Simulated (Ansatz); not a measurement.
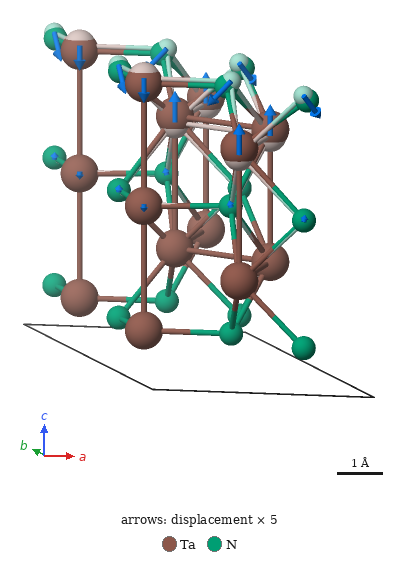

This is a constrained relaxation of a slab of composition Ta$_{7}$N$_{9}$ (cut from the P-62m phase). The starting structure is drawn faded, the final one solid; blue arrows show the displacements, magnified 5 times.

A ball-and-stick model of the 1 × 2 repeat of the cell, outlined in the plane, without the vacuum (origin shifted), seen slightly off an axis.

Case: clean slab, lower half held. The slab is the (0 0 1) face of TaN. 6 atoms are held fixed.

Level of theory: DFT PBEsol, scalar-relativistic, plane waves, PAW (Ansatz 0.2.0). Settings: plane-wave cutoff 420 eV; k-point mesh 6 × 6 × 1; occupations gaussian; smearing width 0.1 eV; no spin polarisation; dipole correction; atoms relaxed in a fixed cell; force threshold 0.03 eV/Å; at most 70 steps.

Question: What did the optimiser do to the structure, and how much energy did it gain?

Answer: The largest moves, 0.16 Å, are those of N atoms. Largest moves by element: N 0.16 Å, Ta 0.15 Å. The cell doesn't change. Among the contacts that change: Ta–Ta 2.896 → 3.042 Å, N–Ta 2.153 → 2.021 Å, N–Ta 2.037 → 1.926 Å, Ta–Ta 3.322 → 3.217 Å. Bond angles that change, for instance: Ta–N–Ta 87.9° → 95.4°, Ta–N–Ta 104.9° → 109.2°, Ta–N–Ta 87.9° → 84.1°. The energy falls by 1.706 eV per cell of the calculation in 4 accepted moves (5 points after the start). Largest force component: 5.1 eV/Å at the start, 0.023 eV/Å at the end. 1 step only repeated the SCF at the same geometry. The run took 31 s on 2 threads of AMD EPYC 9R45 96-Core Processor (Zen 5), on a shared host, peak memory 1 GiB.
